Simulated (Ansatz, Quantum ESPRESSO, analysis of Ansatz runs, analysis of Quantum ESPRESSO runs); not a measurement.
# Reproducing a measured charge-transition level: substitutional N in diamond (Quantum ESPRESSO)

How near does this set-up come to the measured charge-transition level? Subject: substitutional N in diamond. Set-up: PBE, PseudoDojo 0.4.1 SR PBE standard, 32-site cell, PBE lattice, k: the single point 1/4 1/4 1/4 then 2x2x2 shifted, started with the impurity moved along one bond, start relaxed with Ansatz. The model is a cell of 32 host atoms with 1 C taken out and 1 N put in. The level is the Fermi energy at which two charge states have equal formation energy, after a correction for the images of the charge. Other potentials or another program check that the number doesn't hang on one set of files.

Measured beforehand: (+1/0) level below the conduction-band bottom: 1.7 eV (quoted in “Hunting the elusive shallow n-type donor – An ab initio study of Li and N co-doped diamond”, 2021, S. Conejeros et al., quoting earlier work (1969)). The runs below try to reproduce this.

Method: Quantum ESPRESSO plane-wave DFT, PBE, PseudoDojo 0.4.1 SR PBE standard potentials; relaxation of all atoms of a defect supercell, in Quantum ESPRESSO 7.5.

### Step 1. The starting structure

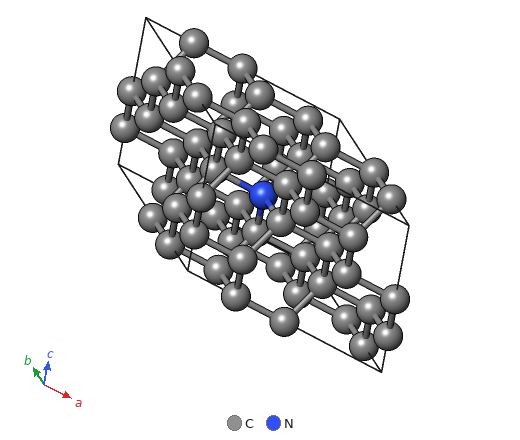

Start, viewed slightly off an axis; carbon grey, nitrogen blue. Some periodic images of atoms are drawn too.

The cell holds 32 atoms: 31 C and 1 N. Cell: a = 6.186 Å, b = 6.186 Å, c = 6.186 Å, α = 109.5°, β = 109.5°, γ = 109.5°. It derives from C (space group Fd-3m). Nearest the centre at fractional (0.500, 0.500, 0.500): N11 at 0.01 Å, C32 at 1.55 Å, C26 at 1.56 Å, C23 at 1.56 Å, C27 at 1.57 Å, C16 at 2.51 Å, C4 at 2.52 Å, C13 at 2.52 Å. The cell carries charge +1.

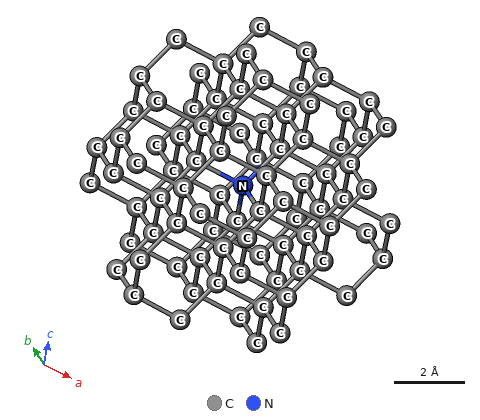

The atoms within 5 Å of the centre.

The host's primitive cell comes from a first run (Quantum ESPRESSO plane-wave DFT, PBE, PseudoDojo 0.4.1 SR PBE standard potentials; relaxation of cell and atoms of a defect-free cell): vectors of 2.526, 2.526 and 2.526 Å. That is 5.70 Å³ an atom, 0.4 % over the diffraction cell's volume. The supercell is built on it.

This program's steps are dear, so the start below was first relaxed with Ansatz (plane-wave PAW DFT, PBE; 3.8 s).

### Step 2. Relaxation, charge +1

Every later number rests on the structure around the defect, so the atoms are relaxed at the host's lattice first.

Input file pw.in:

```
&CONTROL
  calculation = 'relax'
  prefix = 'pwscf'
  outdir = './tmp'
  pseudo_dir = './pseudo'
  tprnfor = .true.
  disk_io = 'low'
  nstep = 70
  forc_conv_thr = 0.00078
  etot_conv_thr = 0.0001
/
&SYSTEM
  ibrav = 0
  nat = 32
  ntyp = 2
  ecutwfc = 84
  nbnd = 68
  occupations = 'smearing'
  smearing = 'fd'
  degauss = 0.00073499
  tot_charge = 1
  nosym = .true.
/
&ELECTRONS
  conv_thr = 3d-08
  electron_maxstep = 100
  mixing_beta = 0.5
/
&IONS
  ion_dynamics = 'bfgs'
/
ATOMIC_SPECIES
C     12.0110 C.upf
N     14.0070 N.upf
CELL_PARAMETERS angstrom
  -3.5717645206    3.5717645206    3.5717645206
   3.5717645206   -3.5717645206    3.5717645206
   3.5717645206    3.5717645206   -3.5717645206
ATOMIC_POSITIONS crystal
C     -0.0015123884   -0.0011850802    0.4980223152
C     -0.0009412544    0.2482064092    0.2474153217
C     -0.0015151764    0.4988091551   -0.0019770571
C     -0.0020869652    0.7476285928    0.7468402748
C      0.2478787057   -0.0006099402    0.2474140800
C      0.2478771808    0.2482042354   -0.0014027970
C      0.2496643128    0.4988121596    0.7486364812
C      0.2496672457    0.7494261273    0.4980223554
C      0.4984841953   -0.0011858131   -0.0019760612
C      0.4984860554    0.2499897929    0.7486347303
N      0.4984915797    0.4988184427    0.4980288529
C      0.4984844786    0.7494239815    0.2492033453
C      0.7473010463   -0.0017587521    0.7468402913
C      0.7491006570    0.2499897614    0.4980209859
C      0.7491002044    0.4988130975    0.2492020796
C      0.7473040730    0.7476342540   -0.0025425072
C     -0.0014943850   -0.0011654172    0.2478430693
C     -0.0014923536    0.2486345627   -0.0019537846
C     -0.0015375256    0.4988099565    0.7478249285
C     -0.0015350214    0.7486169069    0.4980249721
C      0.2483079393   -0.0011662162   -0.0019554906
C      0.2486859623    0.2490113971    0.7482019384
C      0.2465903151    0.4988193335    0.4980304471
C      0.2486835068    0.7489914611    0.2482212385
C      0.4984841568   -0.0012085438    0.7478252027
C      0.4984948113    0.2469211999    0.4980290845
C      0.4984930600    0.4988192088    0.2461261211
C      0.4984836011    0.7486165203   -0.0019994168
C      0.7482881154   -0.0012087854    0.4980242558
C      0.7486636772    0.2490106990    0.2482214487
C      0.7482871975    0.4988108493   -0.0020003726
C      0.7503855884    0.7507133437    0.7499266278
K_POINTS crystal
1
0.25 0.25 0.25 1.0
```

Launch:

```console
$ OMP_NUM_THREADS=1 mpirun -n 4 pw.x -in pw.in > pw.out
```

Output:

```text
This program is part of the open-source Quantum ESPRESSO suite
     for quantum simulation of materials; please cite
         "P. Giannozzi et al., J. Phys.:Condens. Matter 21 395502 (2009);
         "P. Giannozzi et al., J. Phys.:Condens. Matter 29 465901 (2017);
         "P. Giannozzi et al., J. Chem. Phys. 152 154105 (2020);
          URL
     in publications or presentations arising from this work. More details at

     Subspace diagonalization in iterative solution of the eigenvalue problem:
     a serial algorithm will be used

     --------------------
     sticks:   dense  smooth     PW     G-vecs:    dense   smooth      PW
     Min         864     864    235                32051    32051    4543
     Max         865     865    236                32053    32053    4544
     Sum        3457    3457    941               128207   128207   18173

     Using Slab Decomposition

     bravais-lattice index     =            0
     lattice parameter (alat)  =      11.6907  a.u.
     unit-cell volume          =    1229.9998 (a.u.)^3
     number of atoms/cell      =           32
     number of atomic types    =            2
     number of electrons       =       128.00
     number of Kohn-Sham states=           68
     kinetic-energy cutoff     =      84.0000  Ry
     charge density cutoff     =     336.0000  Ry
     scf convergence threshold =      3.0E-08
     mixing beta               =       0.5000
     number of iterations used =            8  plain     mixing
     energy convergence thresh.=      1.0E-04
     force convergence thresh. =      7.8E-04
     Exchange-correlation= PBE
                           (   1   4   3   4   0   0   0)
     nstep                     =           70

     celldm(1)=  11.690748  celldm(2)=   0.000000  celldm(3)=   0.000000
     celldm(4)=   0.000000  celldm(5)=   0.000000  celldm(6)=   0.000000

     crystal axes: (cart. coord. in units of alat)
               a(1) = (  -0.577350   0.577350   0.577350 )
               a(2) = (   0.577350  -0.577350   0.577350 )
               a(3) = (   0.577350   0.577350  -0.577350 )

     reciprocal axes: (cart. coord. in units 2 pi/alat)
               b(1) = ( -0.000000  0.866025  0.866025 )
               b(2) = (  0.866025 -0.000000  0.866025 )
               b(3) = (  0.866025  0.866025  0.000000 )

     PseudoPot. # 1 for C  read from file:
     C.upf
     Pseudo is Norm-conserving + core correction, Zval =  4.0
     Generated using ONCVPSP code by D. R. Hamann
     Using radial grid of 1248 points,  4 beta functions with:
                l(1) =   0
                l(2) =   0
                l(3) =   1
                l(4) =   1

     PseudoPot. # 2 for N  read from file:
     N.upf
     Pseudo is Norm-conserving + core correction, Zval =  5.0
     Generated using ONCVPSP code by D. R. Hamann
     Using radial grid of 1058 points,  4 beta functions with:
                l(1) =   0
                l(2) =   0
                l(3) =   1
                l(4) =   1

     atomic species   valence    mass     pseudopotential
     C                 4.00    12.01100     C ( 1.00)
     N                 5.00    14.00700     N ( 1.00)

     No symmetry found

   Cartesian axes

     site n.     atom                  positions (alat units)
         1        C      tau(   1) = (   0.2877223   0.2873443  -0.2890907  )
         2        C      tau(   2) = (   0.2866908  -0.0010002  -0.0000867  )
         3        C      tau(   3) = (   0.2877209  -0.2900038   0.2882543  )
         4        C      tau(   4) = (   0.8640369  -0.0016600  -0.0007498  )
         5        C      tau(   5) = (  -0.0006204   0.2863096  -0.0000839  )
         6        C      tau(   6) = (  -0.0006211  -0.0009987   0.2872226  )
         7        C      tau(   7) = (   0.5760711   0.2883799  -0.0000924  )
         8        C      tau(   8) = (   0.5760693  -0.0010026   0.2892935  )
         9        C      tau(   9) = (  -0.2896255   0.2873437   0.2882562  )
        10        C      tau(  10) = (   0.2887551   0.5756938  -0.0000917  )
        11        N      tau(  11) = (   0.2877258   0.2873484   0.2882601  )
        12        C      tau(  12) = (   0.2887576  -0.0010024   0.5766027  )
        13        C      tau(  13) = (  -0.0012814   0.8636583  -0.0007494  )
        14        C      tau(  14) = (  -0.0006293   0.5756944   0.2892926  )
        15        C      tau(  15) = (  -0.0006264   0.2883802   0.5766062  )
        16        C      tau(  16) = (  -0.0012773  -0.0016585   0.8645710  )
        17        C      tau(  17) = (   0.1432822   0.1429023  -0.1446279  )
[...]
25        C      tau(  25) = (   0.1432594   0.7202548  -0.1446549  )
        26        C      tau(  26) = (   0.1422911   0.4327833   0.1428289  )
        27        C      tau(  27) = (   0.1422893   0.1419127   0.4336975  )
        28        C      tau(  28) = (   0.1432599  -0.1455687   0.7211680  )
        29        C      tau(  29) = (  -0.1451878   0.7202567   0.1437920  )
        30        C      tau(  30) = (  -0.1451641   0.4317855   0.4326968  )
        31        C      tau(  31) = (  -0.1451902   0.1428803   0.7211673  )
        32        C      tau(  32) = (   0.4331596   0.4327811   0.4336895  )

     number of k points=     1  Fermi-Dirac smearing, width (Ry)=  0.0007
                       cart. coord. in units 2pi/alat
        k(    1) = (   0.4330127   0.4330127   0.4330127), wk =   2.0000000

     Dense  grid:   128207 G-vectors     FFT dimensions: (  72,  72,  72)

     Initial potential from superposition of free atoms

     starting charge     128.9986, renormalised to     128.0000
     Starting wfcs are  128 randomized atomic wfcs

     Self-consistent Calculation

     iteration #  1     ecut=    84.00 Ry     beta= 0.50
     Davidson diagonalization with overlap
     ethr =  1.00E-02,  avg # of iterations =  3.0

     total energy              =    -394.68961840 Ry
     estimated scf accuracy    <       1.93650051 Ry

     iteration #  2     ecut=    84.00 Ry     beta= 0.50
     Davidson diagonalization with overlap
     ethr =  1.51E-03,  avg # of iterations =  2.0

     total energy              =    -394.70468003 Ry
     estimated scf accuracy    <       0.33946460 Ry

     iteration #  3     ecut=    84.00 Ry     beta= 0.50
     Davidson diagonalization with overlap
     ethr =  2.65E-04,  avg # of iterations =  6.0

     total energy              =    -394.74810439 Ry
     estimated scf accuracy    <       0.04148110 Ry

     iteration #  4     ecut=    84.00 Ry     beta= 0.50
     Davidson diagonalization with overlap
     ethr =  3.24E-05,  avg # of iterations =  6.0

     total energy              =    -394.75754639 Ry
     estimated scf accuracy    <       0.00161828 Ry

     iteration #  5     ecut=    84.00 Ry     beta= 0.50
     Davidson diagonalization with overlap
     ethr =  1.26E-06,  avg # of iterations =  7.0

     total energy              =    -394.75837192 Ry
     estimated scf accuracy    <       0.00020325 Ry

     iteration #  6     ecut=    84.00 Ry     beta= 0.50
     Davidson diagonalization with overlap
     ethr =  1.59E-07,  avg # of iterations =  4.0

     total energy              =    -394.75842978 Ry
     estimated scf accuracy    <       0.00001548 Ry

     iteration #  7     ecut=    84.00 Ry     beta= 0.50
     Davidson diagonalization with overlap
     ethr =  1.21E-08,  avg # of iterations =  3.0

     total energy              =    -394.75843580 Ry
     estimated scf accuracy    <       0.00000089 Ry

     iteration #  8     ecut=    84.00 Ry     beta= 0.50
     Davidson diagonalization with overlap
     ethr =  6.98E-10,  avg # of iterations =  5.0

     total energy              =    -394.75843650 Ry
     estimated scf accuracy    <       0.00000020 Ry

     iteration #  9     ecut=    84.00 Ry     beta= 0.50
     Davidson diagonalization with overlap
     ethr =  1.58E-10,  avg # of iterations =  3.0

     End of self-consistent calculation

          k = 0.4330 0.4330 0.4330 ( 16052 PWs)   bands (ev):

    -8.1787  -6.3272  -6.3271  -6.3271  -4.1520  -2.4035  -2.4035  -2.4034
    -2.0431  -2.0431  -1.9835  -1.9835  -1.9835  -1.9825  -1.9824  -1.9824
     1.5852   2.0562   2.0563   2.0563   2.6118   2.6118   2.6118   2.6344
     2.6345   2.6345   2.6742   2.6742   5.7839   5.7840   5.7840   6.1095
     6.4998   6.4999   6.6340   6.6341   6.6341   6.6359   6.6360   6.6360
     6.7278   6.7278   6.7278   6.8356   8.0568   8.0568   8.0568   8.3851
     8.3852   8.3852   8.5252   8.5252   8.5615   8.5784   8.5785   8.5785
    11.1613  11.1614  11.1614  11.6274  11.6274  11.6509  11.6509  11.6510
    17.6436  18.8138  18.8139  18.8140

     the Fermi energy is    12.1159 ev

!    total energy              =    -394.75843656 Ry
     estimated scf accuracy    <       0.00000002 Ry
     smearing contrib. (-TS)   =       0.00000000 Ry
     internal energy E=F+TS    =    -394.75843656 Ry

     The total energy is F=E-TS. E is the sum of the following terms:
     one-electron contribution =     127.28141156 Ry
     hartree contribution      =      32.75860079 Ry
     xc contribution           =    -139.47067141 Ry
     ewald contribution        =    -415.32777750 Ry

     convergence has been achieved in   9 iterations

     Forces acting on atoms (cartesian axes, Ry/au):

     atom    1 type  1   force =     0.00000350    0.00001507   -0.00002744
     atom    2 type  1   force =     0.00004667    0.00003829    0.00002693
     atom    3 type  1   force =     0.00001536   -0.00001722    0.00002319
     atom    4 type  1   force =     0.00008931   -0.00002476   -0.00002835
     atom    5 type  1   force =     0.00001803    0.00007060    0.00000338
     atom    6 type  1   force =     0.00002413    0.00002300    0.00006723
     atom    7 type  1   force =    -0.00004785   -0.00005501    0.00007413
     atom    8 type  1   force =    -0.00002138    0.00004989   -0.00007849
     atom    9 type  1   force =    -0.00001521    0.00000426    0.00000498
     atom   10 type  1   force =    -0.00003383   -0.00006102    0.00008011
     atom   11 type  2   force =    -0.00000201    0.00000444   -0.00000573
     atom   12 type  1   force =    -0.00005953    0.00004855   -0.00002346
     atom   13 type  1   force =    -0.00003029    0.00010601   -0.00002483
     atom   14 type  1   force =     0.00009411   -0.00005627   -0.00006603
     atom   15 type  1   force =     0.00007106   -0.00006021   -0.00005770
     atom   16 type  1   force =    -0.00007651   -0.00004954    0.00007765
[...]
atom   25 type  1   force =     0.00007633   -0.00003548    0.00004748
     atom   26 type  1   force =    -0.00052789    0.00047010   -0.00054181
     atom   27 type  1   force =    -0.00051001   -0.00051306    0.00044978
     atom   28 type  1   force =     0.00009736    0.00006760   -0.00005993
     atom   29 type  1   force =     0.00002941   -0.00005013    0.00009011
     atom   30 type  1   force =    -0.00008715    0.00003752    0.00005328
     atom   31 type  1   force =     0.00006057    0.00010144   -0.00004597
     atom   32 type  1   force =     0.00048929    0.00047880    0.00050847

     Total force =     0.001804     Total SCF correction =     0.000221
     SCF correction compared to forces is large: reduce conv_thr to get better values

     BFGS Geometry Optimization
     Energy error            =      3.3E-06 Ry
     Gradient error          =      5.4E-04 Ry/Bohr

     bfgs converged in   1 scf cycles and   0 bfgs steps
     (criteria: energy <  1.0E-04 Ry, force <  7.8E-04 Ry/Bohr)

     End of BFGS Geometry Optimization

     Final energy             =    -394.7584365570 Ry
Begin final coordinates

ATOMIC_POSITIONS (crystal)
C               -0.0015123884       -0.0011850802        0.4980223152
C               -0.0009412544        0.2482064092        0.2474153217
C               -0.0015151764        0.4988091551       -0.0019770571
C               -0.0020869652        0.7476285928        0.7468402748
C                0.2478787057       -0.0006099402        0.2474140800
C                0.2478771808        0.2482042354       -0.0014027970
C                0.2496643128        0.4988121596        0.7486364812
C                0.2496672457        0.7494261273        0.4980223554
C                0.4984841953       -0.0011858131       -0.0019760612
C                0.4984860554        0.2499897929        0.7486347303
N                0.4984915797        0.4988184427        0.4980288529
C                0.4984844786        0.7494239815        0.2492033453
C                0.7473010463       -0.0017587521        0.7468402913
C                0.7491006570        0.2499897614        0.4980209859
C                0.7491002044        0.4988130975        0.2492020796
C                0.7473040730        0.7476342540       -0.0025425072
[...]
C                0.4984841568       -0.0012085438        0.7478252027
C                0.4984948113        0.2469211999        0.4980290845
C                0.4984930600        0.4988192088        0.2461261211
C                0.4984836011        0.7486165203       -0.0019994168
C                0.7482881154       -0.0012087854        0.4980242558
C                0.7486636772        0.2490106990        0.2482214487
C                0.7482871975        0.4988108493       -0.0020003726
C                0.7503855884        0.7507133437        0.7499266278
End final coordinates

=------------------------------------------------------------------------------=
   JOB DONE.
=------------------------------------------------------------------------------=
```

Elapsed: 8 s, on 4 MPI ranks of Arm Neoverse V2, shared host; peak memory 0.37 GiB; 32 s of CPU time.

Hardly anything moved in the relaxation; the energy changed by under 0.2 meV an atom.

Neighbours of N11 at the end:

| atom | distance (Å) |
| --- | --- |
| C32 | 1.558 |
| C26 | 1.558 |
| C23 | 1.558 |
| C27 | 1.558 |
| C4 | 2.523 |
| C13 | 2.523 |
| C5 | 2.523 |
| C16 | 2.523 |
| C12 | 2.523 |
| C6 | 2.523 |
| C8 | 2.523 |
| C2 | 2.523 |
| C10 | 2.523 |
| C7 | 2.523 |
| C15 | 2.523 |
| C14 | 2.523 |

(Part 1 of 4 ends here.)

[Logs are printed without paths, hosts, clocks, repeated set-up lines and the standing remarks that a program may print on its own settings, such as how far it seeks lower states.]

[Hosts, paths, dates, database ids (printed as entryN), source tags and the programs' standing remarks are cut or masked in the printed files.]

[For some hosts the program warned that the k-mesh of the response run may be too coarse for force constants and the static dielectric constant; such warnings are not shown here.]
